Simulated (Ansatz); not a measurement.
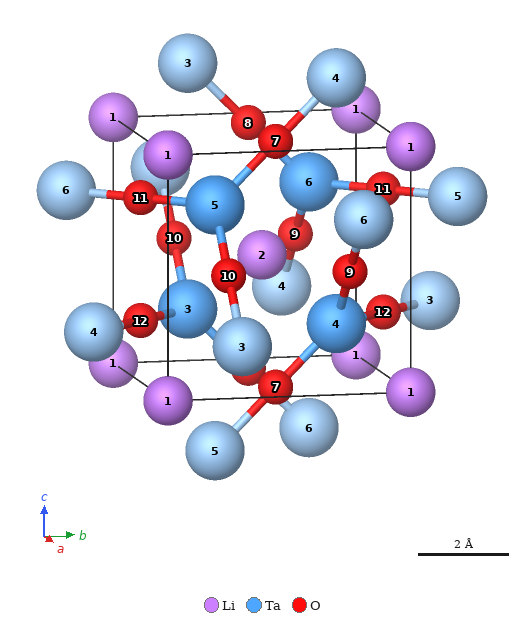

The structure as given in the input (ball-and-stick view of the cell of the calculation, seen slightly off an axis; neighbours outside the cell are drawn fainter; atoms are numbered from 1 in the order of the input). An atom can appear more than once, as a periodic image.

**Band-structure calculation of LiTa2O3**

The run: band-structure calculation of LiTa2O3 (12 atoms in the cell). Method and program: DFT PBE, scalar-relativistic, plane waves, PAW, no spin polarisation (Ansatz 0.2.0).

The structure was made by a generator, so it may or may not be a known phase. Figures and captions count atoms from 1; the log counts them from 0 in places.

### The input
```yaml
crystal:
  lattice:
    - [5.551940372, 0.0, 0.0]
    - [0.0, 5.551940372, 0.0]
    - [0.0, 0.0, 5.551940372]
  atoms:
    - { symbol: Li, position: [0.0, 0.0, 0.0] }
    - { symbol: Li, position: [0.5, 0.5, 0.5] }
    - { symbol: Ta, position: [0.25, 0.25, 0.25] }
    - { symbol: Ta, position: [0.75, 0.75, 0.25] }
    - { symbol: Ta, position: [0.75, 0.25, 0.75] }
    - { symbol: Ta, position: [0.25, 0.75, 0.75] }
    - { symbol: O, position: [0.75, 0.5, 0.0] }
    - { symbol: O, position: [0.25, 0.5, 0.0] }
    - { symbol: O, position: [0.0, 0.75, 0.5] }
    - { symbol: O, position: [0.0, 0.25, 0.5] }
    - { symbol: O, position: [0.5, 0.0, 0.75] }
    - { symbol: O, position: [0.5, 0.0, 0.25] }
basis:
  ecutwfc: 420
kpoints:
  mp_grid: { grid: [8, 8, 8] }
  band_path:
    path:
      - [[0.0, 0.0, 0.0], [0.0, 0.5, 0.0], [0.5, 0.5, 0.0], [0.0, 0.0, 0.0], [0.5, 0.5, 0.5], [0.0, 0.5, 0.0]]
      - [[0.5, 0.5, 0.5], [0.5, 0.5, 0.0]]
    npoints: 10
hamiltonian:
  xc: pbe
scf:
  occupations: { method: gaussian, width: 0.1 }
  n_extra_bands: 30
output:
  forces: true
  stress: true
  eigenvalues: true
  populations: true
  dos: { projected: true, de: 0.02, nscf_kmesh: { grid: [10, 10, 10] } }
  bader: false
```

Launched with:
```bash
ansatz run input.yaml --threads 1 --pin off --max-ram 2560MiB --backend cpu --events-out ev --progress --plain --runs-dir out
```

### What the program printed
```
scf.n_extra_bands = 30 over 47 filled bands (N_el = 94.0): the run solves 77 bands
Engine: ansatz 0.2.0, x86_64-unknown-linux-gnu
Pseudopotentials: kind: paw
Pseudopotential: Li, paw, valence charge 3, recommended cutoff 420 eV (normal), Li.paw.azcp
Pseudopotential: Ta, paw, valence charge 13, recommended cutoff 420 eV (normal), Ta.paw.azcp
Pseudopotential: O, paw, valence charge 6, recommended cutoff 420 eV (normal), O.paw.azcp
Functional definition: PBE
  parameter kappa = 0.804
  parameter beta = 0.06672455060314922
  exchange = pbe_x(kappa = kappa, mu = beta*pi^2/3)
  correlation = pbe_c(beta = beta)
Crystal: 12 atoms, lattice volume = 171.133 Å³
Basis set: ecut = 420 eV, 3407 PW (Γ), exchange–correlation on 80×80×80 points (8 copies of the dense FFT grid, shifted against one another)
Bands: 77, of which v1, the nominal top of the filled ones, is band 47 counted from 1 (46 counted from 0)
Symmetry: 24 space group operations
Space group: P4232 (ITA 208), of the structure as read, at distance tolerance 5.6e-5 Å
k-points: 35 of 512 (time reversal used)
Non-local potential: Li, projectors of the file, l = 0: 3, l = 1: 2, l = 2: 1
Non-local potential: Ta, projectors of the file, l = 0: 3, l = 1: 2, l = 2: 2, l = 3: 1
Non-local potential: O, projectors of the file, l = 0: 2, l = 1: 2, l = 2: 1
PAW form: soft (Blöchl's): semilocal exchange-correlation on the pseudo side does not see the compensation charge
PAW one-centre angular grid: Li, 110 points (default); XC on 64 Gauss nodes
PAW one-centre angular grid: Ta, 590 points (default); XC on 64 Gauss nodes
PAW one-centre angular grid: O, 110 points (default); XC on 64 Gauss nodes
Initial density: superposition of atomic densities (neutral atoms: chi_scale 0, normalization atom), corrected by the library's trained network
Initial wavefunctions: pseudopotential atomic-orbital guess
Functional: x = pbe(κ = 0.804, μ = 0.2195149727645171), c = pbe(β = 0.06672455060314922)
SCF iter   1: F=—  HF=-43541.372965 eV  |F-HF|=—  |Δ(HF+E_count)|=         —  Δρ=1.30e-2  dr2=2.79e-1  ethr=1.77e-3  ⟨swp⟩=5.8  Hψ=11624  notcnv=0  defer=69
preconditioner: auto → Kerker (q_TF=auto, 2.469 Å⁻¹)  [metal: Δε(μ)=0.010 eV  Ē_g=12.687 eV  σ=0.100 eV  W_gap=0.06  n_scr=32 (ndim 8)  ℏωp=21.6 eV  f_vac=0.004  D(μ)=7.52/eV (n_scr^D=80)]
SCF iter   2: F=—  HF=-43541.333495 eV  |F-HF|=—  |Δ(HF+E_count)|=   3.95e-2  Δρ=7.89e-3  dr2=1.37e-1  ethr=2.97e-4  ⟨swp⟩=1.0  Hψ=3115  notcnv=0  defer=119
SCF iter   3: F=—  HF=-43541.292450 eV  |F-HF|=—  |Δ(HF+E_count)|=   4.10e-2  Δρ=1.70e-3  dr2=7.95e-3  ethr=1.46e-4  ⟨swp⟩=2.0  Hψ=2337  notcnv=0  defer=119
SCF iter   4: F=—  HF=-43541.290480 eV  |F-HF|=—  |Δ(HF+E_count)|=   1.97e-3  Δρ=4.37e-4  dr2=3.25e-4  ethr=8.46e-6  ⟨swp⟩=2.0  Hψ=2871  notcnv=0  defer=272
SCF iter   5: F=—  HF=-43541.290502 eV  |F-HF|=—  |Δ(HF+E_count)|=   2.26e-5  Δρ=1.25e-4  dr2=2.06e-5  ethr=3.45e-7  ⟨swp⟩=2.0  Hψ=3106  notcnv=0  defer=454
SCF iter   6: F=—  HF=-43541.290235 eV  |F-HF|=—  |Δ(HF+E_count)|=   2.67e-4  Δρ=2.89e-5  dr2=1.41e-6  ethr=2.19e-8  ⟨swp⟩=2.0  Hψ=3680  notcnv=0  defer=710
SCF iter   7: F=—  HF=-43541.290237 eV  |F-HF|=—  |Δ(HF+E_count)|=   1.29e-6  Δρ=7.70e-6  dr2=1.53e-7  ethr=1.50e-9  ⟨swp⟩=2.0  Hψ=2743  notcnv=0  defer=710
SCF iter   8: F=-43541.290237 eV  HF=-43541.290237 eV  |F-HF|=6.12e-9  |Δ(HF+E_count)|=   8.59e-8  Δρ=2.14e-6  dr2=1.09e-8  ethr=1.06e-10  ⟨swp⟩=10.3  Hψ=12548  notcnv=0
SCF 1 converged in 8 iterations: F = -43541.290237 eV  dr2 = 1.09e-8
  greatest PAW one-centre occupation: 1.000 electrons in one spin orbital (limit 2), on the Li atom at site 1 (counted from 0), in its partial waves of l = 0
```

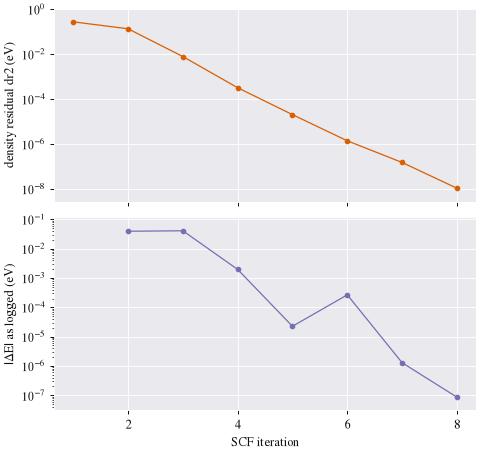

Convergence of the self-consistent field: density residual dr2 and size of the energy change against the SCF iteration. The residual falls at every step.

```
NSCF: frozen V_eff on 62 k-points
NSCF: frozen V_eff on 56 k-points
SCF converged after 8 iterations
Free energy (F): -43541.290237 eV
Harris-Foulkes:  -43541.290237 eV  (|F-HF|=6.12e-9)
Internal energy: -43541.254859 eV  (E = F + TS)
E sigma→0 (E₀):  -43541.272548 eV
Entropy (-TS):   -0.035378 eV (-2.948 meV/atom)
Fermi energy:    10.978938 eV
--- Per-component energies (eV) ---
  E_band       = -1058.842597
  E_kinetic    = 2543.162366
  E_local      = -5951.130351  (includes V_loc(G=0)·N_el)
  E_nonlocal   = 284.009295
  E_hartree    = 2074.378319
  E_xc         = -1327.954175
  E_vxc        = -1395.180632  (∫ρ·V_xc dr)
  E_paw        = -34575.697392  (= ΣΔE_a)
  E_vpaw       = -688.477314  (= ΣTr[D̂ρ^β])
  E_aug_tail   = 0.014594  (compensation charges beyond the density's cutoff)
  E_ewald      = -6588.037515
  E_smearing   = -0.035378  (= −TS)
  E_closure    = 0.000000  (closes the sum)
  Σ components = -43541.290237   (vs F -43541.290237, Δ=0.00e0)
--- Forces (eV/Å), atoms counted from 1 ---
  atom   1  Li    -0.00000000     0.00000000    -0.00000000
  atom   2  Li    -0.00000000    -0.00000000    -0.00000000
  atom   3  Ta    -0.00000000    -0.00000000    -0.00000000
  atom   4  Ta    -0.00000000    -0.00000000    -0.00000000
  atom   5  Ta     0.00000000    -0.00000000    -0.00000000
  atom   6  Ta    -0.00000000     0.00000000    -0.00000000
  atom   7  O     -0.00000000     0.00000000     0.00000000
  atom   8  O     -0.00000000    -0.00000000     0.00000000
  atom   9  O      0.00000000     0.00000000     0.00000000
  atom  10  O     -0.00000000    -0.00000000     0.00000000
  atom  11  O     -0.00000000    -0.00000000    -0.00000000
  atom  12  O     -0.00000000    -0.00000000    -0.00000000
  max |Σ_I F_I| component: 3.56e-17 eV/Å
--- Stress (GPa, compression-positive) ---
        0.015030       0.000000       0.000000
        0.000000       0.015030       0.000000
        0.000000      -0.000000       0.015030
  P = ⅓ Tr σ = 0.0150 GPa (0.150 kbar)
--- Band table (eV; the first three rows and the last of 35) ---
  k-point 0: bands = ["-58.7036", "-58.7016", "-58.7016", "-58.7016", "-34.8526", "-34.8443", "-25.5368", "-25.5368", "-25.4776", "-25.4776", "-25.4776", "-25.4180", "-25.4180", "-25.4180", "-24.9398", "-24.9317", "-24.9317", "-24.9317", "-9.8389", "-8.9203", "-8.9203", "-8.7911", "-8.7911", "-8.7911", "3.2342", "3.2342", "3.2342", "3.6392", "3.6392", "3.8742", "3.8742", "3.8742", "4.3226", "4.3226", "4.3226", "4.9265", "6.1643", "6.1643", "6.1643", "7.1866", "7.1866", "7.1866", "7.3792", "9.4242", "9.4242", "9.4242", "10.5662", "10.5662", "11.7985", "11.7985", "11.7985", "12.0773", "12.0773", "12.0773", "12.6323", "13.2586", "13.3160", "13.3160", "13.3160", "13.5898", "13.5898", "13.5898", "13.6934", "13.6934", "16.4671", "16.4671", "16.4671", "18.3362", "18.3362", "18.6905", "18.6905", "18.6905", "20.7002", "20.7002", "20.7002", "21.9400", "21.9400"]
  k-point 1: bands = ["-58.7035", "-58.7016", "-58.7016", "-58.7015", "-34.8523", "-34.8446", "-25.5351", "-25.5336", "-25.4863", "-25.4786", "-25.4677", "-25.4220", "-25.4188", "-25.4184", "-24.9395", "-24.9321", "-24.9320", "-24.9316", "-9.8090", "-8.9763", "-8.9121", "-8.8559", "-8.7770", "-8.7234", "3.0346", "3.1451", "3.3938", "3.5613", "3.8139", "3.8288", "3.8699", "3.9354", "4.2554", "4.3836", "4.5333", "4.9145", "6.0592", "6.0631", "6.2370", "6.9727", "7.1131", "7.2103", "7.5718", "9.4003", "9.4614", "9.4667", "10.6137", "10.6407", "11.5499", "11.6473", "11.7220", "11.9606", "12.0218", "12.2265", "12.6342", "13.2534", "13.3041", "13.3712", "13.4508", "13.4857", "13.5403", "13.7546", "13.8623", "14.0615", "16.3405", "16.4219", "16.4363", "17.5095", "18.4589", "18.5239", "18.7395", "19.5350", "20.0743", "20.6725", "20.9639", "21.7976", "21.9725"]
  k-point 2: bands = ["-58.7033", "-58.7019", "-58.7016", "-58.7015", "-34.8514", "-34.8455", "-25.5306", "-25.5255", "-25.4932", "-25.4805", "-25.4578", "-25.4333", "-25.4210", "-25.4193", "-24.9386", "-24.9330", "-24.9322", "-24.9315", "-9.7229", "-9.1010", "-8.9085", "-8.8892", "-8.7706", "-8.6635", "2.8506", "3.0565", "3.4124", "3.4823", "3.7175", "3.8665", "4.0423", "4.1013", "4.3575", "4.5726", "4.7736", "4.9197", "5.7931", "5.9536", "6.2818", "6.5916", "7.0132", "7.1836", "7.8814", "9.2805", "9.5281", "9.5597", "10.7491", "10.8287", "11.2352", "11.4936", "11.5584", "11.8724", "11.9387", "12.1281", "12.4585", "12.9439", "13.3006", "13.5067", "13.6790", "13.8433", "13.9597", "14.0066", "14.0225", "14.5297", "16.0403", "16.3377", "16.3782", "16.5670", "18.1589", "18.6054", "18.9898", "19.6731", "20.4868", "20.6244", "20.9072", "21.2746", "21.4712"]
  k-point 34: bands = ["-58.7021", "-58.7021", "-58.7021", "-58.7021", "-34.8526", "-34.8443", "-25.5330", "-25.5330", "-25.5330", "-25.4422", "-25.4422", "-25.4422", "-25.4188", "-25.4188", "-24.9434", "-24.9304", "-24.9304", "-24.9304", "-9.2522", "-9.2522", "-9.2522", "-8.7807", "-8.7807", "-8.7807", "2.8090", "3.5694", "3.5694", "3.5694", "3.8576", "3.8576", "4.7624", "4.7624", "4.7624", "4.8949", "5.0475", "5.0475", "5.0475", "5.4668", "5.4668", "5.9754", "5.9754", "5.9754", "7.8982", "9.4632", "9.4632", "9.4632", "11.6243", "11.6243", "11.6243", "11.7507", "11.7507", "11.8783", "11.8783", "11.8783", "12.8903", "13.0014", "13.0014", "13.0014", "13.7598", "13.7598", "13.7598", "13.9682", "13.9682", "13.9682", "14.8459", "14.8459", "17.5120", "17.5120", "17.5120", "19.1739", "19.8972", "19.8972", "19.8972", "20.8816", "20.8816", "22.3700", "22.3700"]
--- Löwdin populations: 12 sites ---
  site symbol       q [e]
     0     Li      2.4846
     1     Li      2.4846
     2     Ta     12.1894
     3     Ta     12.1894
     4     Ta     12.1894
     5     Ta     12.1894
     6      O      6.6221
     7      O      6.6221
     8      O      6.6221
     9      O      6.6221
    10      O      6.6221
    11      O      6.6221
  spilling = 0.005751 (of n_electrons = 94.000000)
```

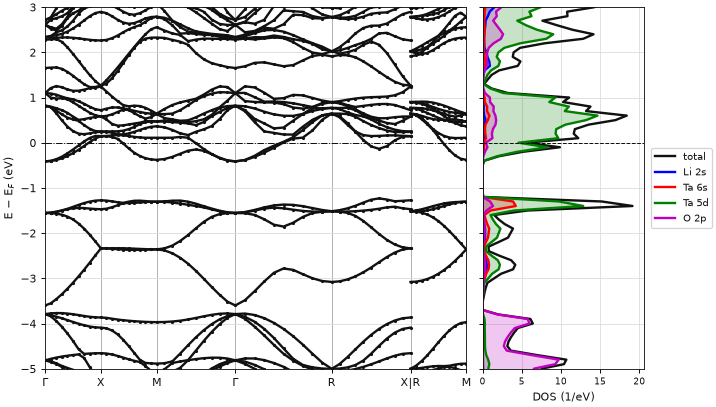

Band structure along Γ–X–M–Γ–R–X|R–M and density of states (projected on Löwdin-orthogonalised atomic shells), with energies from the Fermi level. Bands cross the Fermi level: a metal at this level of theory.

### Key numbers

```json
{"quantity": "outcome", "value": "converged"}
{"quantity": "space group (tolerance 0.01 Å)", "value": "P4₂32 (208)"}
{"quantity": "electrons treated", "value": "94"}
{"quantity": "free energy", "value": "−43541.2902 eV"}
{"quantity": "Fermi energy", "value": "10.979 eV"}
{"quantity": "gap on the k-point mesh", "value": "none (metallic)"}
{"quantity": "pressure", "value": "0.02 GPa"}
{"quantity": "largest force (length of the vector)", "value": "under 0.001 eV/Å"}
{"quantity": "hardware", "value": "1 thread of Intel Xeon @ 2.50GHz (Skylake/Cascade Lake), 189 GiB of memory available, shared host"}
{"quantity": "wall time", "value": "4.8 min"}
{"quantity": "peak memory", "value": "0.81 GiB"}
```

Spin–orbit coupling is left out, which matters for Ta.
